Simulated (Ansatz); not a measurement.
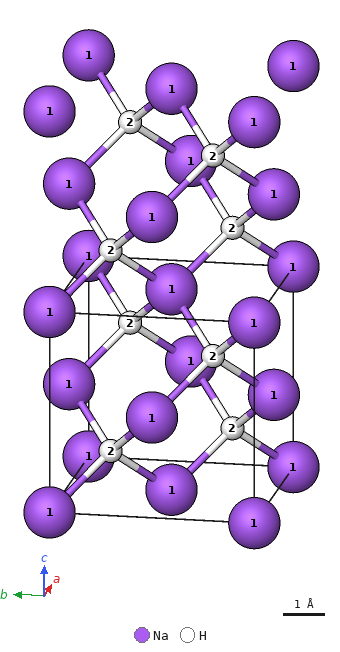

Reference structure: a crystal of NaH (built on the zincblende type) at its r2SCAN-relaxed geometry. Style: ball-and-stick. Shown: the conventional cell (4 times the calculation's cell), repeated 1 × 1 × 2 with one cell outlined, from a free direction. Lengths and directions refer to the drawn axes.

The calculation used DFT, r2SCAN, plane waves, PAW in Ansatz. Settings: plane-wave cutoff 500 eV; k-point mesh 8 × 8 × 8; occupations fixed; no spin polarisation.

Change: The cell is strained by +1.5 % along b and −1.0 % across it (volume −0.5 %). The atoms and the free axis were relaxed with r2SCAN under that strain, and this is a single point on that geometry.

Input file:
```yaml
crystal:
  lattice:
    - [0.0, 2.5709518455, 2.6352071158]
    - [2.5709518455, 0.0, 2.6352071158]
    - [2.5709518455, 2.5709518455, 0.0]
  atoms:
    - { symbol: Na, position: [0.0, 0.0, 0.0] }
    - { symbol: H, position: [0.25, 0.25, 0.25] }
kpoints:
  mp_grid: { grid: [8, 8, 8] }
  band_path:
    path:
      - [0.0, 0.0, 0.0]
      - [-0.5, -0.5, 0.0]
      - [-0.375, -0.375, 0.25]
      - [-0.375, 0.0, 0.375]
      - [0.0, 0.0, 0.5]
      - [-0.5, -0.25, 0.25]
    npoints: 1
hamiltonian:
  xc: r2scan
scf:
  occupations: { method: fixed }
  n_extra_bands: 4
output:
  forces: true
  stress: true
  eigenvalues: true
```

Q: What is the effect?

A: The energy changes by less than 1 meV per atom. The pressure goes from 0.0 to 0.1 GPa. All forces vanish by symmetry. The band gap: 4.05 eV before, 4.03 eV after. The space group (tolerance 0.01 Å) goes from F-43m (No. 216) to I-4m2 (No. 119).

Drawn alike, the variant:

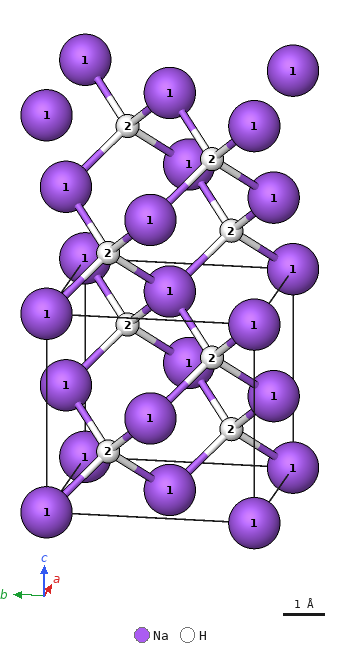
